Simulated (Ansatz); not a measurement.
Geometry relaxation of W (part 2 of 2)

Continued. System: W (Fmmm, 6 atoms in the cell). Method: DFT PBE, scalar-relativistic, plane waves, PAW, no spin polarisation (Ansatz 0.2.0); cutoff 420 eV, 6×5×16 k-mesh, Gaussian smearing of 0.1 eV. The structure derives from an entry of the Crystallography Open Database. It belongs to a series of runs on one base structure; here: film's bulk on the substrate's plane, third vector and atoms relaxed.

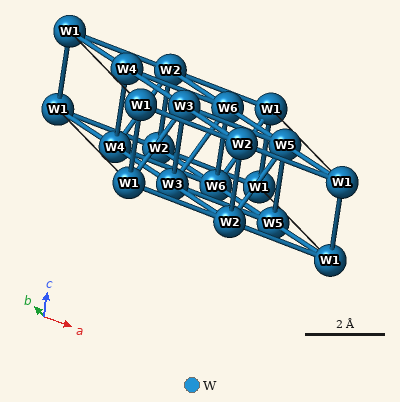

Figure 1. The geometry at step 4 of the log (ball-and-stick view of the cell of the calculation, seen slightly off an axis; atoms are numbered from 1 in the order of the input).

```
basis re-selected at this cell: Δ(F+E_penalty+E_count) = -6.407e-4 eV, ΔP = -0.002 GPa vs the last step (what re-selecting the basis moved, of the pressure what is left beyond the Pulay correction that the steps carried, after the strain that the cell walked since its last selection, with what the two solves' SCF thresholds leave and, on support functions, any second-order correction that the steps lacked; it is no measure of the basis error at this ecutwfc). This SCF's stress stands 4.40e-3 GPa from its target on what of the cell is left free (relax.cell.stress_tol is 1.00e-1 GPa) and its largest allowed force component is 2.81e-26 eV/Å (relax.f_tol is 1.00e-2 eV/Å): within both
SCF converged after 4 iterations
Free energy (F): -62308.407349 eV
Harris-Foulkes:  -62308.407349 eV  (|F-HF|=7.28e-12)
Internal energy: -62308.392539 eV  (E = F + TS)
E sigma→0 (E₀):  -62308.399944 eV
Entropy (-TS):   -0.014809 eV (-2.468 meV/atom)
Fermi energy:    20.956937 eV
--- Per-component energies (eV) ---
  E_band       = -625.762412
  E_kinetic    = 2683.447686
  E_local      = -3885.010624  (includes V_loc(G=0)·N_el)
  E_nonlocal   = 1.060245
  E_hartree    = 1374.047274
  E_xc         = -1596.006865
  E_vxc        = -1425.270866  (∫ρ·V_xc dr)
  E_paw        = -51373.327986  (= ΣΔE_a)
  E_vpaw       = -748.083070  (= ΣTr[D̂ρ^β])
  E_aug_tail   = -0.000346  (compensation charges beyond the density's cutoff)
  E_ewald      = -9512.601923
  E_smearing   = -0.014809  (= −TS)
  E_closure    = -0.000000  (closes the sum)
  Σ components = -62308.407349   (vs F -62308.407349, Δ=0.00e0)
--- Forces (eV/Å), atoms counted from 1 ---
  atom   1  W      0.00000000     0.00000000     0.00000000
  atom   2  W      0.00000000     0.00000000     0.00000000
  atom   3  W     -0.00000000    -0.00000000     0.00000000
  atom   4  W      0.00000000    -0.00000000     0.00000000
  atom   5  W     -0.00000000    -0.00000000     0.00000000
  atom   6  W     -0.00000000     0.00000000     0.00000000
  max |Σ_I F_I| component: 3.82e-26 eV/Å
--- Stress (GPa, compression-positive) ---
      -18.259028      -0.210057      -0.002406
       -0.210057     -19.077719      -0.001444
       -0.002407      -0.001444       0.001542
  P = ⅓ Tr σ = -12.4451 GPa (-124.451 kbar)
--- Band table (eV; the first three rows and the last of 242) ---
  k-point 0: bands = ["-53.2553", "-53.1790", "-53.1787", "-53.1787", "-53.1595", "-53.1595", "-17.9157", "-17.8303", "-17.8303", "-17.7498", "-17.7498", "-17.3820", "-17.3820", "-17.2138", "-17.2138", "-17.1915", "-17.0436", "-16.9443", "-16.9443", "-16.9367", "-16.9004", "-16.9004", "-16.8805", "-16.8358", "11.6964", "14.8141", "14.8141", "15.0024", "15.8399", "15.8399", "17.1586", "17.8467", "17.8467", "18.2320", "18.2320", "19.0084", "19.4675", "19.4675", "19.5513", "19.5513", "19.9417", "20.3351", "21.0042", "22.5993", "22.5993", "22.7344", "22.7344", "22.7392", "23.4027", "23.4027", "23.5706"]
  k-point 1: bands = ["-53.2502", "-53.1886", "-53.1750", "-53.1672", "-53.1662", "-53.1498", "-17.9068", "-17.9015", "-17.8546", "-17.7470", "-17.6239", "-17.3794", "-17.3486", "-17.2329", "-17.2138", "-17.1885", "-17.0434", "-16.9904", "-16.9636", "-16.9566", "-16.9338", "-16.9291", "-16.9165", "-16.8849", "11.8934", "14.6520", "15.1412", "15.1934", "15.7762", "16.0917", "17.3536", "17.8067", "18.0977", "18.1454", "18.4218", "18.8829", "19.1274", "19.2029", "19.5691", "19.6333", "19.9851", "20.1889", "20.5178", "22.2984", "22.3276", "22.4725", "22.7232", "23.1082", "23.2042", "23.2700", "23.3923"]
  k-point 2: bands = ["-53.2356", "-53.1944", "-53.1717", "-53.1636", "-53.1530", "-53.1395", "-17.9429", "-17.9114", "-17.8608", "-17.6963", "-17.5245", "-17.3657", "-17.2769", "-17.2621", "-17.2608", "-17.1390", "-17.0876", "-17.0439", "-17.0428", "-17.0235", "-17.0177", "-17.0150", "-17.0124", "-17.0094", "12.4585", "14.6071", "15.6196", "15.7212", "15.8776", "16.4894", "17.8505", "17.9308", "18.1042", "18.1422", "18.5550", "18.5991", "18.8854", "19.2213", "19.4378", "19.5331", "19.7785", "19.7987", "20.0612", "21.6263", "21.8556", "22.3307", "22.3430", "22.6086", "22.6942", "23.1522", "23.4114"]
  k-point 241: bands = ["-53.2136", "-53.2058", "-53.2044", "-53.1660", "-53.1648", "-53.1427", "-17.8850", "-17.8380", "-17.7279", "-17.5307", "-17.4828", "-17.4507", "-17.4434", "-17.4070", "-17.2394", "-17.1429", "-17.1157", "-17.0889", "-17.0139", "-16.9753", "-16.9427", "-16.9299", "-16.9216", "-16.9180", "13.9436", "13.9656", "14.3672", "15.6530", "16.4877", "16.5261", "17.9209", "17.9562", "17.9947", "18.1844", "18.3693", "18.5253", "18.6446", "18.8414", "18.8794", "18.9623", "19.0025", "19.2112", "21.8086", "22.1745", "22.2507", "22.3718", "22.4810", "22.6712", "22.7665", "22.8548", "23.3801"]
--- Relaxed structure (5 steps of the walk, 4 accepted, 1 SCFs on fresh bases) ---
  F+E_penalty+E_count = -62308.40734870 eV   max|allowed force component| = 2.810e-26 eV/Å   (the final SCF, on the basis selected at the relaxed cell)
  cell:  # Å, volume = 101.7721 Å³
    - [5.761069423788582, -1.4466611922328282e-7, 0.0011837329287096435]
    - [-2.0458878781945888e-7, 8.14738244142594, 0.001991412331168083]
    - [-0.9597393564651707, -1.3573750075169357, 2.1677121122704395]
  atoms:
    - { symbol: W, position: [1.857226460787051e-36, -8.207858903964969e-37, 8.156630584998156e-56] }
    - { symbol: W, position: [0.5, 0.0, 0.0] }
    - { symbol: W, position: [0.3333333333333333, 0.3333333333333334, 0.0] }
    - { symbol: W, position: [0.16666666666666663, 0.6666666666666669, -1.0842021724855044e-19] }
    - { symbol: W, position: [0.8333333333333334, 0.3333333333333334, 1.0842021724855044e-19] }
    - { symbol: W, position: [0.6666666666666666, 0.6666666666666669, 0.0] }
```

## Trajectory as extended XYZ (Å, eV, eV/Å), 6 frames, from step=1 to step=6
```
6
Lattice="5.7611 0.0000 0.0000 0.0000 8.1474 0.0000 -0.9602 -1.3579 2.1358" Properties=species:S:1:pos:R:3:forces:R:3 step=1 energy=-62308.37457 pressure_GPa=-8.11
W     0.0000    0.0000    0.0000    0.0000   0.0000   0.0000
W     2.8805    0.0000    0.0000    0.0000   0.0000   0.0000
W     1.9204    2.7158    0.0000    0.0000   0.0000   0.0000
W     0.9602    5.4316    0.0000    0.0000   0.0000   0.0000
W     4.8009    2.7158    0.0000    0.0000   0.0000   0.0000
W     3.8407    5.4316    0.0000    0.0000   0.0000   0.0000
6
Lattice="5.7611 0.0000 0.0045 0.0000 8.1474 0.0006 -0.9585 -1.3577 2.2283" Properties=species:S:1:pos:R:3:forces:R:3 step=2 energy=-62308.29993 pressure_GPa=-19.48 accepted=F
W     0.0000    0.0000    0.0000    0.0000   0.0000   0.0000
W     2.8805    0.0000    0.0022    0.0000   0.0000   0.0000
W     1.9204    2.7158    0.0017    0.0000   0.0000   0.0000
W     0.9602    5.4316    0.0012    0.0000   0.0000   0.0000
W     4.8009    2.7158    0.0039    0.0000   0.0000   0.0000
W     3.8407    5.4316    0.0034    0.0000   0.0000   0.0000
6
Lattice="5.7611 0.0000 -0.0010 0.0000 8.1474 0.0037 -0.9605 -1.3569 2.1705" Properties=species:S:1:pos:R:3:forces:R:3 step=3 energy=-62308.40641 pressure_GPa=-12.78
W     0.0000    0.0000    0.0000    0.0000   0.0000   0.0000
W     2.8805    0.0000   -0.0005    0.0000   0.0000   0.0000
W     1.9204    2.7158    0.0009    0.0000   0.0000   0.0000
W     0.9602    5.4316    0.0023    0.0000   0.0000   0.0000
W     4.8009    2.7158    0.0004    0.0000   0.0000   0.0000
W     3.8407    5.4316    0.0018    0.0000   0.0000   0.0000
6
Lattice="5.7611 0.0000 0.0049 0.0000 8.1474 -0.0018 -0.9584 -1.3584 2.1680" Properties=species:S:1:pos:R:3:forces:R:3 step=4 energy=-62308.40660 pressure_GPa=-12.47
W     0.0000    0.0000    0.0000    0.0000   0.0000   0.0000
W     2.8805    0.0000    0.0024    0.0000   0.0000   0.0000
W     1.9204    2.7158    0.0010    0.0000   0.0000   0.0000
W     0.9602    5.4316   -0.0004    0.0000   0.0000   0.0000
W     4.8009    2.7158    0.0034    0.0000   0.0000   0.0000
W     3.8407    5.4316    0.0020    0.0000   0.0000   0.0000
6
Lattice="5.7611 0.0000 0.0012 0.0000 8.1474 0.0020 -0.9597 -1.3574 2.1677" Properties=species:S:1:pos:R:3:forces:R:3 step=5 energy=-62308.40671 pressure_GPa=-12.44
W     0.0000    0.0000    0.0000    0.0000   0.0000   0.0000
W     2.8805    0.0000    0.0006    0.0000   0.0000   0.0000
W     1.9204    2.7158    0.0011    0.0000   0.0000   0.0000
W     0.9602    5.4316    0.0015    0.0000   0.0000   0.0000
W     4.8009    2.7158    0.0016    0.0000   0.0000   0.0000
W     3.8407    5.4316    0.0021    0.0000   0.0000   0.0000
6
Lattice="5.7611 0.0000 0.0012 0.0000 8.1474 0.0020 -0.9597 -1.3574 2.1677" Properties=species:S:1:pos:R:3:forces:R:3 step=6 energy=-62308.40735 pressure_GPa=-12.45
W     0.0000    0.0000    0.0000    0.0000   0.0000   0.0000
W     2.8805    0.0000    0.0006    0.0000   0.0000   0.0000
W     1.9204    2.7158    0.0011    0.0000   0.0000   0.0000
W     0.9602    5.4316    0.0015    0.0000   0.0000   0.0000
W     4.8009    2.7158    0.0016    0.0000   0.0000   0.0000
W     3.8407    5.4316    0.0021    0.0000   0.0000   0.0000
```

The run was set up as follows.

## Input
```yaml
crystal:
  lattice:
    - [5.7610695454, 0.0, 0.0]
    - [0.0, 8.1473826848, 0.0]
    - [-0.9601782576, -1.3578971141, 2.1358084156]
  atoms:
    - { symbol: W, position: [0.0, 0.0, 0.0] }
    - { symbol: W, position: [0.5, 0.0, 0.0] }
    - { symbol: W, position: [0.3333333333, 0.3333333333, 0.0] }
    - { symbol: W, position: [0.1666666667, 0.6666666667, 0.0] }
    - { symbol: W, position: [0.8333333333, 0.3333333333, 0.0] }
    - { symbol: W, position: [0.6666666667, 0.6666666667, 0.0] }
basis:
  ecutwfc: 420
kpoints:
  mp_grid: { grid: [6, 5, 16] }
hamiltonian:
  xc: pbe
scf:
  occupations: { method: gaussian, width: 0.1 }
output:
  forces: true
  stress: true
  eigenvalues: true
relax:
  adjacent_minimum: "off"
  f_tol: 0.01
  max_steps: 50
  cell: { fix: [a, b, gamma], stress_tol: 0.1 }
```

Run as:
```bash
ansatz run input.yaml --threads 8 --pin off --max-ram 20480MiB --backend cpu --events-out ev --progress --plain --runs-dir out
```

## Key numbers

| quantity | value |
| --- | --- |
| outcome | converged |
| space group (tolerance 0.01 Å) | Fmmm (69) |
| electrons treated | 84 |
| free energy | −62308.4073 eV |
| Fermi energy | 20.957 eV |
| gap on the k-point mesh | none (metallic) |
| pressure | −12.45 GPa |
| final volume | 101.77 Å³ |
| largest force (length of the vector) at the end | under 0.001 eV/Å |
| final cell | a = 5.761 Å, b = 8.147 Å, c = 2.732 Å, α = 119.78°, β = 110.56°, γ = 90.00° |
| hardware | 8 threads of Arm Neoverse V1, 24 GiB of memory available, shared host |
| wall time | 57 s (CPU time 7.2 min) |
| peak memory | 1.2 GiB |

## Notes

Spin–orbit coupling is left out, which matters for W.
